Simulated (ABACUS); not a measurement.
# Single-point calculation at one volume of an equation of state, with input and output: KF (part 2 of 2)

The same run, continued: KF (Fm-3m, 2 atoms in the cell); Kohn-Sham DFT of a periodic cell, PBE, PseudoDojo NC SR 0.4.1 PBE standard, no spin polarisation (ABACUS 3.10.1); cutoff 1360.57 eV, 9×9×9 k-mesh, fermi-dirac of 0.05 eV. The structure derives from an entry of the Crystallography Open Database. It belongs to a series of runs on one base structure; here: volume scaled by 1.06.

Geometry of the input (Å; fractional positions):
```
0.0000  2.7243  2.7243
2.7243  0.0000  2.7243
2.7243  2.7243  0.0000
K  0.0000  0.0000  0.0000
F  0.5000  0.5000  0.5000
```

### What the program printed, continued
```
 Density error is 0.0870748103575
----------------------------------------------------------
     Energy           Rydberg                 eV
----------------------------------------------------------
 E_KohnSham     -109.5330776405      -1490.2739753868
 E_Harris       -106.5628419135      -1449.8618450969
 E_Fermi        0.3742292443         5.0916500807
----------------------------------------------------------

 LCAO ALGORITHM --------------- ION=   1  ELEC=   2--------------------------------

 Density error is 0.0685586293628
----------------------------------------------------------
     Energy           Rydberg                 eV
----------------------------------------------------------
 E_KohnSham     -109.6190042770      -1491.4430672537
 E_Harris       -111.8872990557      -1522.3048009877
 E_Fermi        0.3347730585         4.5548211323
----------------------------------------------------------

 LCAO ALGORITHM --------------- ION=   1  ELEC=   3--------------------------------

 Density error is 0.0251210275306
----------------------------------------------------------
     Energy           Rydberg                 eV
----------------------------------------------------------
 E_KohnSham     -109.6426226744      -1491.7644120361
 E_Harris       -109.7651872016      -1493.4319879789
 E_Fermi        0.3361518361         4.5735803635
----------------------------------------------------------

 LCAO ALGORITHM --------------- ION=   1  ELEC=   4--------------------------------

 Density error is 0.00580347416604
----------------------------------------------------------
     Energy           Rydberg                 eV
----------------------------------------------------------
 E_KohnSham     -109.6420335993      -1491.7563972584
 E_Harris       -109.8549847728      -1494.6537466127
 E_Fermi        0.3332997680         4.5347759874
----------------------------------------------------------

 LCAO ALGORITHM --------------- ION=   1  ELEC=   5--------------------------------

 Density error is 0.000831564567381
----------------------------------------------------------
     Energy           Rydberg                 eV
----------------------------------------------------------
 E_KohnSham     -109.6423394172      -1491.7605581242
 E_Harris       -109.6215671648      -1491.4779371313
 E_Fermi        0.3359756933         4.5711838180
----------------------------------------------------------

 LCAO ALGORITHM --------------- ION=   1  ELEC=   6--------------------------------

 Density error is 0.00029730609166
----------------------------------------------------------
     Energy           Rydberg                 eV
----------------------------------------------------------
 E_KohnSham     -109.6423423456      -1491.7605979671
 E_Harris       -109.6530037582      -1491.9056539265
 E_Fermi        0.3356973417         4.5673966505
----------------------------------------------------------

 LCAO ALGORITHM --------------- ION=   1  ELEC=   7--------------------------------

 Density error is 2.08892005372e-05
----------------------------------------------------------
     Energy           Rydberg                 eV
----------------------------------------------------------
 E_KohnSham     -109.6423430843      -1491.7606080180
 E_Harris       -109.6416823624      -1491.7516184345
 E_Fermi        0.3358410409         4.5693517790
----------------------------------------------------------

 LCAO ALGORITHM --------------- ION=   1  ELEC=   8--------------------------------

 Density error is 2.46710606919e-06
----------------------------------------------------------
     Energy           Rydberg                 eV
----------------------------------------------------------
 E_KohnSham     -109.6423430870      -1491.7606080539
 E_Harris       -109.6424321067      -1491.7618192298
 E_Fermi        0.3358360354         4.5692836751
----------------------------------------------------------

 LCAO ALGORITHM --------------- ION=   1  ELEC=   9--------------------------------

 Density error is 3.52083400074e-08
----------------------------------------------------------
     Energy           Rydberg                 eV
----------------------------------------------------------
 E_KohnSham     -109.6423430870      -1491.7606080546
 E_KS(sigma->0) -109.6423430870      -1491.7606080546
 E_Harris       -109.6423429198      -1491.7606057793
 E_band         -9.5516637589        -129.9570525006
 E_one_elec     -43.6697008695       -594.1567617809
 E_Hartree      29.2622155916        398.1328681506
 E_xc           -24.0105543866       -326.6803517970
 E_Ewald        -71.2243034225       -969.0563626272
 E_entropy(-TS) 0.0000000000         0.0000000000
 E_descf        0.0000000000         0.0000000000
 E_exx          0.0000000000         0.0000000000
 E_Fermi        0.3358373432         4.5693014691
----------------------------------------------------------

 charge density convergence is achieved
 final etot is -1491.7606081 eV
 EFERMI = 4.5693014691 eV

 STATE ENERGY(eV) AND OCCUPATIONS    NSPIN == 1
 1/35 kpoint (Cartesian) = 0.0000 0.0000 0.0000 (1158 pws)
       1       -25.1411     0.00274348
       2       -17.2569     0.00274348
       3       -8.43121     0.00274348
       4       -8.43121     0.00274348
       5       -8.43121     0.00274348
       6        1.32607     0.00274348
       7        1.32607     0.00274348
       8        1.32607     0.00274348
       9        7.07722    4.51680e-25
      10        11.9793    1.19039e-67
      11        11.9793    1.19039e-67
      12        11.9793    1.19039e-67

 2/35 kpoint (Cartesian) = 0.020393 0.020393 0.020393 (1154 pws)
       1       -25.1329      0.0219479
       2       -17.2641      0.0219479
       3       -8.45975      0.0219479
       4       -8.43525      0.0219479
       5       -8.43525      0.0219479
       6        1.21784      0.0219479
       7        1.28775      0.0219479
       8        1.28775      0.0219479
       9        7.42268    3.60763e-27
      10        11.9050    4.20833e-66
      11        12.1377    4.01154e-68
      12        12.1377    4.01154e-68

 3/35 kpoint (Cartesian) = 0.040786 0.040786 0.040786 (1169 pws)
       1       -25.1120      0.0219479
       2       -17.2823      0.0219479
       3       -8.53144      0.0219479
       4       -8.44539      0.0219479
       5       -8.44539      0.0219479
       6       0.974415      0.0219479
       7        1.19235      0.0219479
       8        1.19235      0.0219479
       9        8.33084    4.66727e-35
      10        11.7638    7.09862e-65
      11        12.5259    1.70264e-71
      12        12.5259    1.70264e-71

 4/35 kpoint (Cartesian) = 0.061179 0.061179 0.061179 (1160 pws)
       1       -25.0881      0.0219479
       2       -17.3032      0.0219479
       3       -8.61198      0.0219479
       4       -8.45680      0.0219479
       5       -8.45680      0.0219479
       6       0.736020      0.0219479
       7        1.08653      0.0219479
       8        1.08653      0.0219479
       9        9.39503    2.66470e-44
      10        11.8217    2.22560e-65
      11        12.9060    8.50837e-75
      12        12.9060    8.50837e-75

 5/35 kpoint (Cartesian) = 0.081572 0.081572 0.081572 (1165 pws)
       1       -25.0724      0.0219479
       2       -17.3168      0.0219479
       3       -8.66390      0.0219479
       4       -8.46416      0.0219479
       5       -8.46416      0.0219479
       6       0.593576      0.0219479
       7        1.01891      0.0219479
       8        1.01891      0.0219479
       9        10.0201    9.92014e-50
      10        13.0213    8.48135e-76
      11        13.1057    1.56774e-76
      12        13.1057    1.56774e-76

 6/35 kpoint (Cartesian) = 0.0000 0.0000 0.040786 (1154 pws)
       1       -25.1302      0.0164609
       2       -17.2654      0.0164609
       3       -8.45150      0.0164609
       4       -8.45150      0.0164609
       5       -8.44509      0.0164609
       6        1.13923      0.0164609
       7        1.31013      0.0164609
       8        1.31013      0.0164609
       9        7.52016    3.85156e-28
      10        11.7029    1.79850e-64
      11        12.2825    1.66067e-69
      12        12.2825    1.66067e-69

[... levels at 29 further k points ...]

 correction force for each atom along direction 1 is -9.59600e-15
 correction force for each atom along direction 2 is -7.01903e-15
 correction force for each atom along direction 3 is 5.43611e-15
------------------------------------------------------------------------------------------
 TOTAL-FORCE (eV/Angstrom)
------------------------------------------------------------------------------------------
                        K1         0.0000000000         0.0000000000         0.0000000000
                        F1         0.0000000000         0.0000000000         0.0000000000
------------------------------------------------------------------------------------------

----------------------------------------------------------------
 TOTAL-STRESS (KBAR)
----------------------------------------------------------------
        -8.4275071162         0.0000000000         0.0000000000
         0.0000000000        -8.4275071162         0.0000000000
         0.0000000000         0.0000000000        -8.4275071162
----------------------------------------------------------------
 TOTAL-PRESSURE: -8.427507 KBAR

 --------------------------------------------
 !FINAL_ETOT_IS -1491.7606080545899658 eV
 --------------------------------------------
```

### Standard output
```
ABACUS v3.10.1

               Atomic-orbital Based Ab-initio Computation at UStc

%%%%%%%%%%%%%%%%%%%%%%%%%%%%%%%%%%%%%%%%%%%%%%%%%%%%%%%%%%%%%%%%%%%%%%%%%%%%%%%%%%%%%%%%%%%%%%%%%%%%%%%%%
 Warning: the number of valence electrons in pseudopotential > 1 for K: [Ar] 4s1
 Pseudopotentials with additional electrons can yield (more) accurate outcomes, but may be less efficient.
 If you're confident that your chosen pseudopotential is appropriate, you can safely ignore this warning.
%%%%%%%%%%%%%%%%%%%%%%%%%%%%%%%%%%%%%%%%%%%%%%%%%%%%%%%%%%%%%%%%%%%%%%%%%%%%%%%%%%%%%%%%%%%%%%%%%%%%%%%%%

 UNIFORM GRID DIM        : 48 * 48 * 48
 UNIFORM GRID DIM(BIG)   : 12 * 12 * 12
 ---------------------------------------------------------
 Self-consistent calculations for electrons
 ---------------------------------------------------------
 SPIN    KPOINTS         PROCESSORS  THREADS     NBASE
 1       35              4           4           27
 ---------------------------------------------------------
 Use Systematically Improvable Atomic bases
 ---------------------------------------------------------
 ELEMENT ORBITALS        NBASE       NATOM       XC
 K       3s2p1d-10au     14          1
 F       2s2p1d-6au      13          1
 ---------------------------------------------------------
 Initial plane wave basis and FFT box
 ---------------------------------------------------------
 -------------------------------------------
 SELF-CONSISTENT :
 -------------------------------------------
 START CHARGE      : atomic
 ITER       ETOT/eV          EDIFF/eV         DRHO     TIME/s
 GE1     -1.49027398e+03   0.00000000e+00   8.7075e-02   0.49
 GE2     -1.49144307e+03  -1.16909187e+00   6.8559e-02   0.45
 GE3     -1.49176441e+03  -3.21344782e-01   2.5121e-02   0.44
 GE4     -1.49175640e+03   8.01477775e-03   5.8035e-03   0.46
 GE5     -1.49176056e+03  -4.16086588e-03   8.3156e-04   0.44
 GE6     -1.49176060e+03  -3.98428855e-05   2.9731e-04   0.41
 GE7     -1.49176061e+03  -1.00508875e-05   2.0889e-05   0.45
 GE8     -1.49176061e+03  -3.59301632e-08   2.4671e-06   0.42
 GE9     -1.49176061e+03  -6.42497390e-10   3.5208e-08   0.42
----------------------------------------------------------------
 TOTAL-STRESS (KBAR)
----------------------------------------------------------------
        -8.4275071162         0.0000000000         0.0000000000
         0.0000000000        -8.4275071162         0.0000000000
         0.0000000000         0.0000000000        -8.4275071162
----------------------------------------------------------------
 TOTAL-PRESSURE: -8.427507 KBAR
```

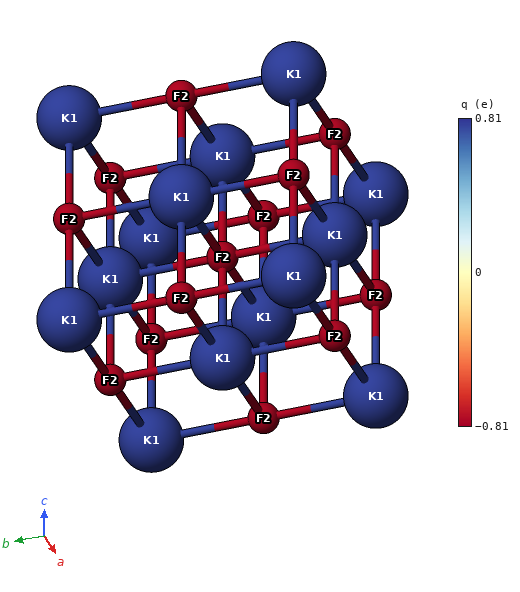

**Figure 1.** Mulliken charges, as the colour of each atom (ball-and-stick view of the cell 4 times as large as that of the calculation, set on its symmetry axes, seen at an oblique angle; atoms are numbered from 1 in the order of the input). By element: K +0.77 and F −0.77 e.
